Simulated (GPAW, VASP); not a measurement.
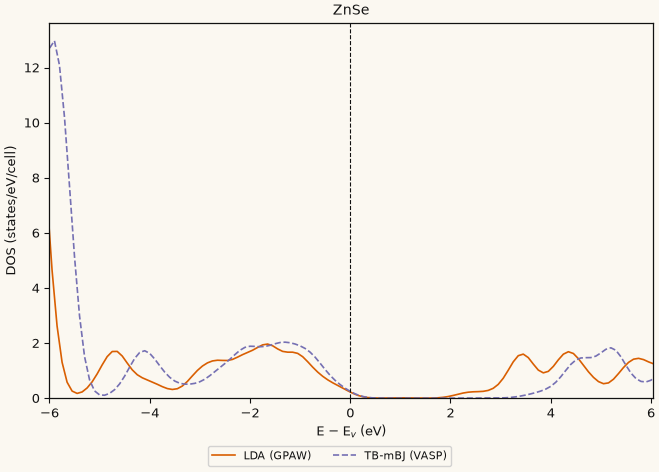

Total densities of states of zincblende ZnSe, space group F-43m, 2 atoms in the primitive cell (cubic a = 5.668 Å), by two methods on the same cell. The DOS curves are built from the levels of the k mesh with Gaussians 0.55 eV wide, which also blur the band edges; ripples of that width can come from the mesh. Each is counted from its own valence-band top.

How do the methods compare?

Answer. LDA (GPAW) gives a gap of 1.04 eV and TB-mBJ (VASP) gives a gap of 2.76 eV.

Settings. LDA (GPAW): PAW data sets generated in the run's folder for this functional, no spin polarisation, no spin-orbit coupling, 7×7×7 k mesh, 600 eV cutoff, Fermi-Dirac smearing of 0.05 eV (GPAW 26.7.0). TB-mBJ (VASP): VASP PAW PBE potentials, release 64 (Se, Zn), no spin polarisation, no spin-orbit coupling, 8×8×8 k mesh, 520 eV cutoff, Gaussian smearing of 0.02 eV (VASP).

Gaps are the smallest over all k points computed. The two runs differ in program as well. Spin-orbit coupling is left out, which matters for Se. LDA, GGA and most meta-GGA functionals understate gaps. TB-mBJ (VASP): the PAW data sets were made with another functional. TB-mBJ (VASP): this is a model potential built to give gaps, with no total energy. The cell is at −4 GPa in LDA.
